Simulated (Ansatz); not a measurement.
# GaAs: what the fields show

Input file:

```
crystal:
  lattice:
    - [3.60640121, 0.0, 0.0]
    - [-1.8032006, 3.12323506, 0.0]
    - [0.0, 0.0, 3.57319416]
  atoms:
    - { symbol: Ga, position: [0.33333333, 0.66666667, 0.5] }
    - { symbol: As, position: [0.0, 0.0, 0.0] }
hamiltonian:
  xc: hse06
  pseudopotentials: { kind: paw_fr }
magnetization:
  noncollinear: true
  spin_orbit: true
kpoints:
  mp_grid: { grid: [4, 4, 4] }
scf:
  occupations: { method: fermi_dirac, width: 0.05 }
output:
  forces: true
  stress: true
  eigenvalues: true
  write_density: true
  write_potential: true
  elf: true
  volumetric_format: npy
```

Below, planes, directions and counts refer to the conventional cell (a = 3.61 Å, b = 3.61 Å, c = 3.57 Å, α = 90.00°, β = 90.00°, γ = 120.00°).

Space group P-6m2; a structure from a database of computed crystals, not necessarily the ambient phase; a generated structure, not necessarily the stable one; computed pressure about −2 GPa in this cell.

Method: Kohn-Sham DFT of a periodic cell, HSE06, spin-orbit coupling, Ansatz PAW (Ansatz 0.2.0).

Core electrons are frozen (PAW), and the valence fields are smoothed inside the atomic spheres.

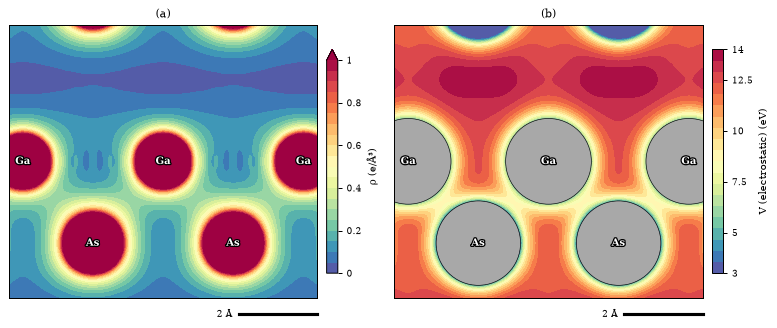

Figure 1. (a) valence charge density (pseudo); (b) electrostatic potential (local pseudopotential plus Hartree) felt by an electron on the (110) plane of the conventional cell. Grey discs cover the atomic cores in the potential map.

### Read the bonding off the picture.

The plane passes through Ga and As nuclei. Ga–As (2.74 Å): ρ at the midpoint is about 0.29 e/Å³. Between the atoms the lowest density in this plane is 0.04 e/Å³. Outside the cores the potential energy rises away from the atoms and is highest about 2.1 Å from the nearest atoms; its zero is arbitrary.

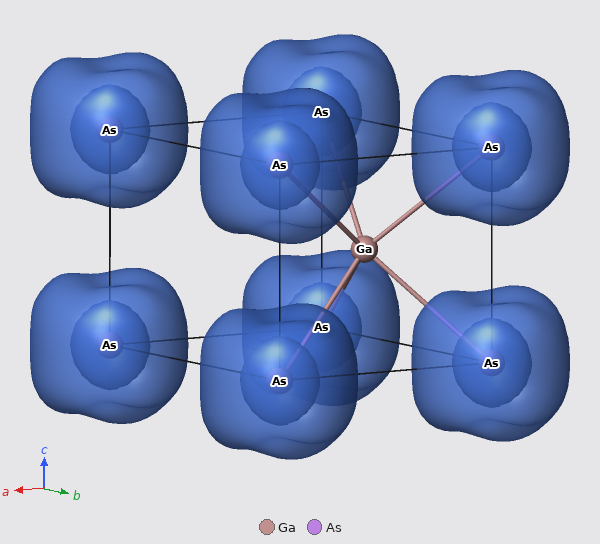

Figure 2. Isosurface of the ELF at 0.55 (blue), seen at an oblique angle. Only the valence region is drawn (cores and ρ < 0.01 e/Å³ removed). Sticks mark near contacts.

### What do the ELF domains correspond to?

At this value the surface marks out one region wrapped around As (its valence shell), counted in one cell of 2 atoms. Any copies at cell faces, edges or corners count once.


Ga–As (2.74 Å): the ELF is about 0.60 at the midpoint.

### Does the calculation make it a metal, or give it a gap?

It is metallic or semimetallic at this level of theory: no gap opens.
